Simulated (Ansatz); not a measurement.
Molecular dynamics of HfSi3 (part 6 of 6)

HfSi3 (disordered cell, 20 atoms in the cell); DFT PBE, scalar-relativistic, plane waves, PAW, no spin polarisation (Ansatz 0.2.0); cutoff 420 eV, 1×1×1 k-mesh, Fermi–Dirac smearing of 0.2361 eV. It belongs to a series of runs on one base structure; here: Langevin dynamics at 2740 K from the last frame before.

Geometry of the input (Å; fractional positions):
```
6.7793  -0.0739  -0.2467
-0.0739  7.0814  -0.0544
-0.2467  -0.0544  7.0473
Si 0.0317  0.8772  0.8247
Si 0.6189  0.1777  0.9461
Si 0.8569  0.6489  0.3857
Si 0.4880  0.8294  0.3858
Si 0.4578  0.4907  0.5257
Si 0.7791  0.4670  0.9042
Si 0.4159  0.8715  0.9921
Si 0.8810  0.2822  0.2715
Si 0.2544  0.6712  0.7632
Si 0.0468  0.9077  0.4306
Si 0.3230  0.0467  0.6333
Si 0.2983  0.3878  0.9242
Si 0.0193  0.4281  0.5483
Si 0.0418  0.2280  0.9268
Si 0.6897  0.7612  0.7271
Hf 0.1150  0.6372  0.1205
Hf 0.7844  0.9402  0.1713
Hf 0.5435  0.5290  0.1661
Hf 0.6750  0.1793  0.5590
Hf 0.3602  0.1582  0.2580
```

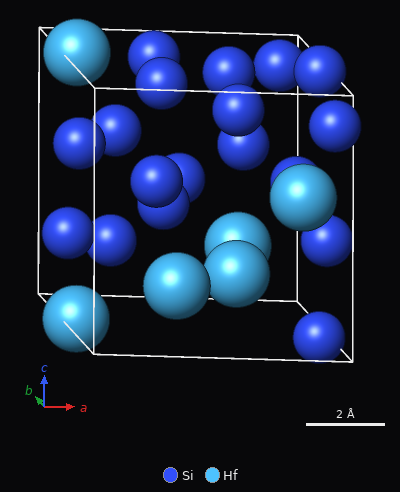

*The geometry at step 160 of the log (spheres-only view of the cell of the calculation, seen slightly off an axis).*

Trajectory as extended XYZ, continued:
```
20
Lattice="6.7793 -0.0739 -0.2467 -0.0739 7.0814 -0.0544 -0.2467 -0.0544 7.0473" Properties=species:S:1:pos:R:3:forces:R:3 step=141 time_fs=423.0 energy=-88139.30973 temperature=2760.3 pressure_GPa=9.76
Si   -0.1999    6.8843    6.1727   -2.2039   0.8102  -0.4620
Si    3.8169    0.6936    6.1167   -0.5988   1.0305  -0.5464
Si    6.0915    5.7742    3.3859   -2.4207  -1.4059   2.2463
Si    3.3535    6.1656    3.1551    0.2386  -0.4787   0.0205
Si    2.4675    3.5396    3.3081   -0.1123   0.8589  -0.8789
Si    4.1803    3.3499    4.7601    1.0677  -0.7470   0.7133
Si    1.9074    5.9435    7.1722    2.6335   0.6704   0.8051
Si    6.8624    3.0972    1.9124    0.8981   0.6705   0.6817
Si    1.3640    5.8657    4.9262    1.7110  -0.2967  -1.6855
Si    0.9895    5.8056    2.3134    2.1634   0.0000  -2.1854
Si    1.9960    1.3320    4.4525    0.0529  -1.2429  -0.1287
Si    1.7987    2.3759    6.4990    0.6274   1.6077   0.1733
Si    0.0707    3.5241    4.2620   -0.3980   0.9808   2.9767
Si   -0.2483    1.7368    7.5884   -0.4008  -1.7084  -1.6910
Si    4.3262    5.1759    6.0829   -0.5058   0.8004   0.1581
Hf    0.1705    4.4364   -0.0666    0.3237  -1.2553  -0.9072
Hf    5.0750    6.7766    1.0977    0.2261  -1.2427   0.0983
Hf    4.3417    3.2967    1.2715   -0.5403   1.2049  -1.0958
Hf    5.4297    1.1004    3.9152   -1.3346   1.0111   0.3263
Hf    2.5496    1.1911    1.7068   -1.4275  -1.2677   1.3809
20
Lattice="6.7793 -0.0739 -0.2467 -0.0739 7.0814 -0.0544 -0.2467 -0.0544 7.0473" Properties=species:S:1:pos:R:3:forces:R:3 step=146 time_fs=438.0 energy=-88138.27329 temperature=2466.4 pressure_GPa=11.26
Si   -0.2433    6.8603    6.0669   -1.4290   1.0226   0.4709
Si    3.8961    0.8456    6.2222   -0.6303   1.0304  -0.6473
Si    6.2128    5.7773    3.2868   -1.6034  -1.0353   1.1968
Si    3.1572    6.1024    3.1969    2.1279   0.6907   0.8249
Si    2.5194    3.6835    3.1388   -0.4923  -0.0608  -0.1227
Si    4.2013    3.1981    4.6069    0.3945   0.9277   1.5554
Si    2.0807    6.0202    7.1904    2.1495  -0.1857  -1.1045
Si    6.6927    3.2189    1.9699    1.8294   1.4251   2.2757
Si    1.3440    5.6770    4.9118    2.1621   0.5618  -0.2487
Si    1.2227    5.6105    2.1787   -0.9194   0.2318  -1.5128
Si    1.8617    1.4192    4.3658    0.0340  -1.4802  -0.4970
Si    1.7499    2.5601    6.2961    1.0127   0.1697   1.4466
Si    0.1090    3.6744    4.3101   -0.4314  -0.5950   2.3461
Si   -0.4573    2.0347    7.6213    0.1218  -5.3963  -3.2237
Si    4.3438    5.0080    6.2168   -0.8062   0.3125  -0.5878
Hf    0.2664    4.4304   -0.0992    0.5160   0.6883  -0.0844
Hf    5.0736    6.7699    1.1785    0.3817  -0.6143  -0.9953
Hf    4.3520    3.2992    1.2701   -1.7068   0.9307  -1.2461
Hf    5.4328    1.0306    3.9722   -1.2300   1.0676  -0.4502
Hf    2.4997    1.1229    1.6611   -1.4806   0.3090   0.6039
20
Lattice="6.7793 -0.0739 -0.2467 -0.0739 7.0814 -0.0544 -0.2467 -0.0544 7.0473" Properties=species:S:1:pos:R:3:forces:R:3 step=150 time_fs=450.0 energy=-88137.84289 temperature=2691.1 pressure_GPa=12.24
Si   -0.2800    6.9241    5.9850   -0.5470  -0.0733   1.2294
Si    3.8408    0.9725    6.2764   -0.5029   0.9732  -0.6874
Si    6.2989    5.7476    3.1921   -1.4297  -0.7650   0.5984
Si    3.0187    6.0729    3.1821    4.8590   2.1888   2.1411
Si    2.5123    3.7638    3.0222    0.1328  -1.9197   1.6272
Si    4.3319    3.1722    4.6360   -0.9442   1.3906   0.7511
Si    2.2159    6.0154    7.1089    2.1835   0.0194  -2.1600
Si    6.6448    3.4277    2.0722    1.2503   0.0739   0.3151
Si    1.3638    5.7110    4.7548    1.7229   0.7788   1.4514
Si    1.4345    5.4748    1.9810   -4.0405   0.6893  -1.8766
Si    1.7704    1.3649    4.2938   -0.0240  -0.5022   0.8433
Si    1.8022    2.7025    6.3654    1.5191  -1.4922   0.0782
Si    0.1421    3.7114    4.5011   -0.2890  -1.6038   0.1211
Si   -0.6330    2.0483    7.5459    0.9223  -3.0108  -0.9250
Si    4.3032    4.8495    6.3116   -0.5207   0.9646  -0.9408
Hf    0.3350    4.4515   -0.1261   -0.5964   1.3975   0.7647
Hf    5.0670    6.7719    1.1943    0.1648  -0.5566  -1.6098
Hf    4.3310    3.3041    1.2779   -1.3481   0.0177  -0.4646
Hf    5.4419    1.0118    3.9705   -1.1890   0.7911  -1.3399
Hf    2.4468    1.0582    1.6556   -1.3230   0.6385   0.0829
20
Lattice="6.7793 -0.0739 -0.2467 -0.0739 7.0814 -0.0544 -0.2467 -0.0544 7.0473" Properties=species:S:1:pos:R:3:forces:R:3 step=155 time_fs=465.0 energy=-88138.29831 temperature=2608.0 pressure_GPa=12.16
Si   -0.4971    7.0308    6.0271    0.1956  -1.8195   1.9746
Si    3.7613    1.1470    6.2327   -0.0388  -0.2718  -0.3309
Si    6.3140    5.6616    3.1649   -1.2508  -0.1316   1.1102
Si    3.1288    6.2205    3.1173    2.1900   0.1733   0.4097
Si    2.5564    3.8110    2.9948   -0.2203  -1.1473   2.2223
Si    4.4027    3.2264    4.7540   -0.7698   0.0012  -0.8829
Si    2.4135    5.9730    6.7570   -0.2220   1.3339   0.2059
Si    6.7893    3.6497    2.0361   -0.8593  -1.7948   1.2439
Si    1.4138    5.8751    4.6127    0.7544   0.3372   1.2361
Si    1.4017    5.4071    1.7453    1.2891   3.4171   1.8155
Si    1.7112    1.3205    4.1850   -0.2756  -0.0367   1.3359
Si    1.9528    2.7488    6.4210    0.2749  -0.8362   0.0549
Si    0.1720    3.6140    4.6988    0.0939  -1.8770  -2.6036
Si   -0.8256    1.9312    7.4100    1.6348  -0.4371  -0.4607
Si    4.2092    4.7600    6.3504    1.4708   1.6010  -1.1229
Hf    0.3848    4.5045   -0.1201   -2.2118   0.3414  -1.4511
Hf    5.0703    6.7160    1.2137   -0.3140  -0.0471  -2.2002
Hf    4.3289    3.3456    1.2745    0.0638  -1.3082   1.0750
Hf    5.4658    1.0059    3.9318   -0.9592   1.4160  -2.1403
Hf    2.3549    0.9841    1.6345   -0.8459   1.0861  -1.4909
20
Lattice="6.7793 -0.0739 -0.2467 -0.0739 7.0814 -0.0544 -0.2467 -0.0544 7.0473" Properties=species:S:1:pos:R:3:forces:R:3 step=160 time_fs=480.0 energy=-88137.78768 temperature=2302.5 pressure_GPa=13.58
Si   -0.7551    7.1123    6.1731    0.5243  -4.3939  -0.1532
Si    3.8182    1.2935    6.1162   -0.0191  -1.8769   0.4292
Si    6.2807    5.5897    3.1785   -0.0255   0.8098   1.9765
Si    3.3858    6.4870    3.0856   -0.0863  -1.4680   1.6373
Si    2.4544    3.8186    3.0646    0.2112  -0.3561   1.1930
Si    4.3686    3.1886    4.7593   -0.5702  -0.3274  -2.1813
Si    2.5009    5.9649    6.4433   -0.5065   2.0870   2.7525
Si    6.7626    3.7386    2.0645    0.2253  -1.8595   0.2108
Si    1.5616    5.9615    4.5061   -1.1563  -0.0946  -1.7926
Si    1.4571    5.5513    1.6978    1.3784   1.2153   2.5164
Si    1.7484    1.3405    4.2430   -0.3579  -0.0902   0.5747
Si    2.0882    2.8242    6.4743   -0.7306  -0.1042  -0.0246
Si    0.1156    3.4477    4.7640    0.4926  -1.3471  -2.2493
Si   -0.7550    1.8748    7.2475    1.0757   2.8187   1.5165
Si    4.2197    4.6940    6.3107    2.1507   1.8092  -0.1057
Hf    0.4224    4.5243   -0.1217   -2.3578   0.3002  -1.1738
Hf    5.0423    6.7390    1.2532    0.2030   0.0432  -3.4545
Hf    4.3452    3.3622    1.2982   -0.1372  -1.8299   1.6073
Hf    5.5427    0.9828    3.8592    0.3729   1.8353  -1.2670
Hf    2.2912    0.8948    1.5772   -0.6866   2.8293  -2.0121
20
Lattice="6.7793 -0.0739 -0.2467 -0.0739 7.0814 -0.0544 -0.2467 -0.0544 7.0473" Properties=species:S:1:pos:R:3:forces:R:3 step=165 time_fs=495.0 energy=-88139.12585 temperature=3125.9 pressure_GPa=11.99
Si   -0.9158    6.9408    6.1694    1.1007  -0.3717  -0.5590
Si    3.9916    1.1946    6.1752   -0.3336  -0.7578   1.1496
Si    6.2893    5.6268    3.3581    0.4004  -0.0923   0.9908
Si    3.6090    6.5648    3.0838   -1.7626  -1.4239   2.6231
Si    2.4277    3.6933    3.2852   -0.0657  -0.1790  -0.0803
Si    4.2677    2.9310    4.6980   -0.1044   1.9324  -0.5504
Si    2.5799    6.1990    6.5237   -0.6407   0.1991   0.3924
Si    6.6150    3.7207    2.0837    2.0177  -0.0459   0.3456
Si    1.7600    5.9683    4.3454   -0.6677  -0.1739   0.2692
Si    1.7511    5.6292    1.8507   -0.6734  -2.9586   0.1967
Si    1.6720    1.3784    4.3437   -0.0790  -0.5004   0.2132
Si    2.0806    2.9697    6.4290    0.9203  -1.3740  -0.0646
Si    0.1232    3.2626    4.7106    0.1178  -0.0222  -0.7060
Si   -0.4975    2.0810    7.3535   -0.0364  -2.0954   0.3138
Si    4.3365    4.7607    6.3116    0.2446   0.3115  -1.0367
Hf    0.4112    4.4813   -0.1221   -0.6478   3.5139   0.6871
Hf    5.0479    6.7692    1.2483    1.2204  -0.7524  -4.5394
Hf    4.3361    3.3639    1.3396   -2.0324  -1.6305   0.7195
Hf    5.6209    0.9661    3.7120    1.4295   2.2124   0.7511
Hf    2.2212    0.8738    1.5502   -0.4078   4.2087  -1.1156
20
Lattice="6.7793 -0.0739 -0.2467 -0.0739 7.0814 -0.0544 -0.2467 -0.0544 7.0473" Properties=species:S:1:pos:R:3:forces:R:3 step=169 time_fs=507.0 energy=-88137.85529 temperature=2612.5 pressure_GPa=13.12
Si   -0.8706    6.8255    6.1608    1.6752   0.5242  -0.9539
Si    4.0953    0.9399    6.2759    0.5811   3.8550  -1.2625
Si    6.2519    5.6410    3.5016    0.8644  -0.6265   0.6066
Si    3.7211    6.5504    3.1598   -1.8420  -1.2645   1.6001
Si    2.4229    3.6251    3.4562   -0.3235  -0.0393  -0.6634
Si    4.2931    2.9729    4.6234    0.5632   0.3913   0.7644
Si    2.6756    6.3550    6.5992   -2.7297  -1.5960  -0.2582
Si    6.5743    3.7068    2.2005    1.2257   0.6047  -1.1766
Si    1.8861    6.0457    4.2874   -1.5097  -0.1581   2.2701
Si    1.8159    5.5779    2.0793   -0.7399  -2.4847  -1.7745
Si    1.5668    1.3643    4.2941    0.7480  -1.0632   0.3173
Si    2.1405    3.1299    6.3837    0.9861  -1.6330  -0.0939
Si    0.1678    3.1573    4.6269   -0.0698   1.2440   1.3915
Si   -0.3123    2.1982    7.4327   -0.9424  -3.7780   0.7089
Si    4.3110    4.8299    6.3136    0.1782  -0.9444  -0.7502
Hf    0.3667    4.5103   -0.1205   -0.0806   4.1860   0.5065
Hf    5.0382    6.7725    1.2271    1.7803  -1.5312  -3.1490
Hf    4.2753    3.3351    1.3595   -1.2994  -1.1077   0.3878
Hf    5.6542    0.9572    3.6363    1.4443   3.0135   1.6995
Hf    2.1582    0.8867    1.5011   -0.5097   2.4081  -0.1704
20
Lattice="6.7793 -0.0739 -0.2467 -0.0739 7.0814 -0.0544 -0.2467 -0.0544 7.0473" Properties=species:S:1:pos:R:3:forces:R:3 step=174 time_fs=522.0 energy=-88137.75475 temperature=2868.1 pressure_GPa=13.17
Si   -0.6396    6.7120    5.9708   -0.3221   2.0365   0.2734
Si    4.1638    0.8885    6.3415    1.5724   4.9514  -2.8719
Si    6.3440    5.5926    3.5893   -0.0629  -0.5201  -0.3567
Si    3.7254    6.5378    3.2323   -0.8271  -0.7819   0.0310
Si    2.3250    3.5384    3.7282    1.3942  -0.1161  -1.1032
Si    4.4231    3.1548    4.6459    0.1920  -0.4653   0.1586
Si    2.6200    6.4797    6.6366   -2.5751  -2.5746  -0.2942
Si    6.5482    3.5890    2.2405    0.2929   0.7033  -1.5610
Si    1.8819    6.0990    4.3329   -0.8627  -0.4198   3.0946
Si    1.7596    5.3826    2.2550   -0.0519  -1.2225  -2.8969
Si    1.5701    1.2530    4.1186    0.0635  -0.0738   0.5181
Si    2.2864    3.3546    6.4963    0.4452  -1.7836  -0.9841
Si    0.2250    3.1896    4.6736   -0.2686  -0.0911   1.6699
Si   -0.2450    2.1789    7.4486   -1.2186  -2.4326   0.4673
Si    4.2836    4.8584    6.2934    0.2944  -0.0226   0.0702
Hf    0.4104    4.5925   -0.1584   -0.5888   2.2944   1.7072
Hf    5.0604    6.7856    1.1734    1.6235  -2.2908  -1.2179
Hf    4.1395    3.3132    1.3574    0.4051  -0.1306   1.5178
Hf    5.7035    1.0048    3.5850    0.9290   2.3775   1.4430
Hf    2.0886    0.9511    1.5036   -0.4344   0.5624   0.3345
```

Summary:

```tsv
quantity	value
outcome	finished
mean temperature over the second half	2435 K
trajectory	174 steps, 522 fs
ensemble	nvt_langevin
temperature in the input	2740.0 K
time step	3.0 fs
electrons treated	190
potential energy (free energy of the electrons) (last step)	−88137.7547 eV
Fermi energy (last step)	13.042 eV
pressure (without the kinetic term) (last step)	10.83 GPa
largest force (length of the vector) (last step)	5.936 eV/Å
wall time	4.8 min (CPU time 8.8 min)
peak memory	0.61 GiB
```

Notes:

The k-point mesh is coarse (a preliminary or cheap run), so energies and forces are approximate. The program warns: the SCF threshold is loose for the printed forces; the SCF threshold is looser than advised for the printed stress. Spin–orbit coupling is left out, which matters for Hf.
